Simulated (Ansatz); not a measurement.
System: SnO.

```
Sn O
1.0
     2.53697   -2.53697    0.00000
     2.53697    2.53697    0.00000
     0.00000    0.00000    5.37382
Sn O
2 2
Direct
  0.00000 0.00000 0.00000
  0.50000 0.50000 0.50000
  0.50000 0.50000 0.00000
  0.00000 0.00000 0.50000
```

Space group I4/mmm; started from the rocksalt prototype, which need not be the ambient phase; changed on purpose from its base cell (uniaxial z strain +5.9%); computed pressure about −5 GPa in this cell.

Computed with Ansatz, DFT, HSE06, plane waves, PAW.

Q: Predict the valence pseudo-density and electron localisation function between the atoms.

A: Sn–O (2.54 Å): ρ is about 0.27 e/Å³ halfway; the ELF is about 0.20 at the midpoint: no shared electron pair shows on this line.

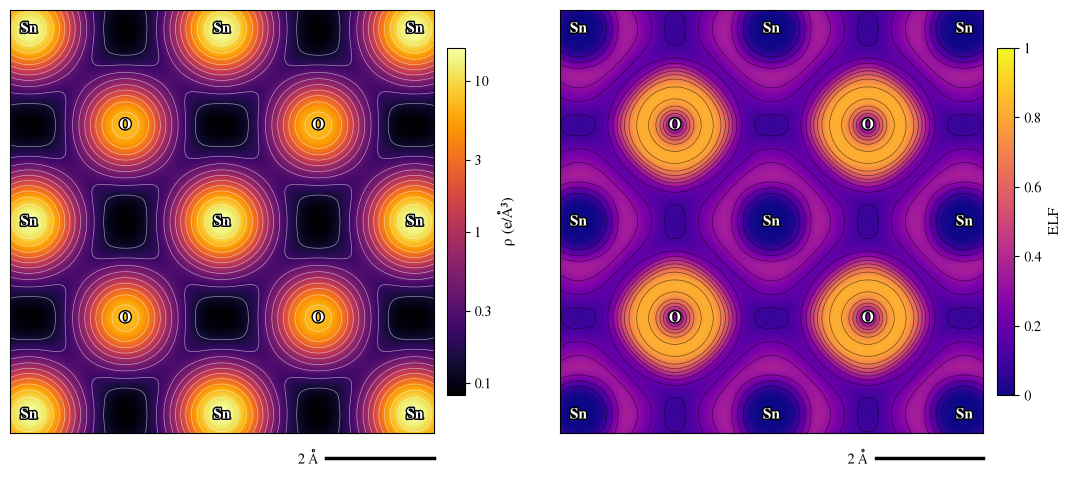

Computed valence pseudo-density and electron localisation function on the (001) plane of the conventional cell, in this order. 

In a PAW calculation such maps are meaningful between the atoms, not at the nuclei.
